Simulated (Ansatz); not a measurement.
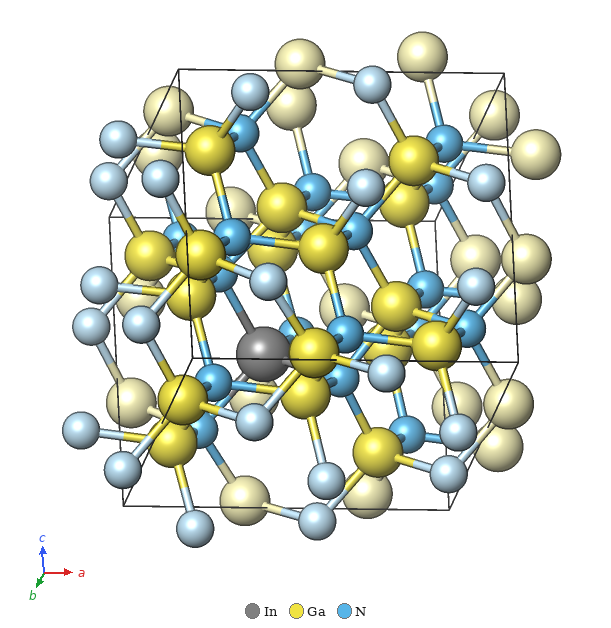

Ball-and-stick representation of a periodic structure, projected from a general direction. The simulation cell is drawn as a box. Bonds that leave the box are completed with the atoms at their other ends, in fainter colours. Cell: a = 7.568 Å, b = 7.568 Å, c = 7.568 Å, α = 78.22°, β = 78.22°, γ = 78.22°.

What does the picture show?

Its composition is InGa17N18. It belongs to space group R3m (No. 160) and has a rhombohedral (trigonal R) lattice. The cell holds 36 atoms (1 In, 17 Ga, 18 N), Z = 1. Each In atom has four N in a tetrahedral arrangement at about 2.1 Å around it. Each Ga has four N in a tetrahedral arrangement at about 1.9 Å. The bond counts per atom are N 4. The bonds build a three-dimensional framework.

It goes back to a structure listed in the Materials Project, repeated into a supercell with a point defect put in. The atoms were relaxed in a fixed cell with DFT PBEsol, scalar-relativistic, plane waves, PAW (Ansatz 0.2.0).
